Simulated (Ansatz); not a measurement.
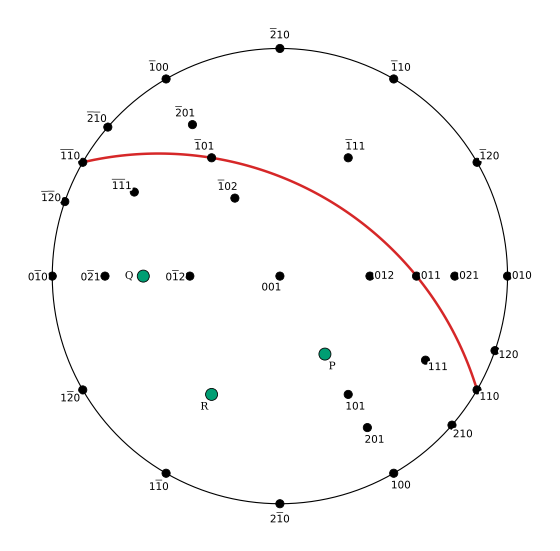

Crystal: GaN, a calculation's input that goes back to an entry of the Crystallography Open Database (an earlier step may have relaxed or displaced it). Stereographic projection of plane normals (upper hemisphere) centred on (0 0 1). Geometry calculated from the standardised cell; symmetry tolerance 0.002 Å.

a = 3.180 Å, b = 3.180 Å, c = 5.166 Å, α = 90.00°, β = 90.00°, γ = 120.00°.

Index the poles marked P, Q, R.

P is (1 0 2), in four indices (1 0 −1 2), 43.2° from the centre; Q is (0 −1 1), in four indices (0 −1 1 1), 61.9° from the centre; R is (1 −1 1), in four indices (1 −1 0 1), 61.9° from the centre.

Which zone does the coloured great circle trace?

The zone [1 −1 1]: its poles satisfy h − k + l = 0.

What is the angle between the normals of (0 −2 1) and (−1 2 0), and what are their d_hkl = 1/|g|?

146.8°; d = 1.331 Å and 1.590 Å.
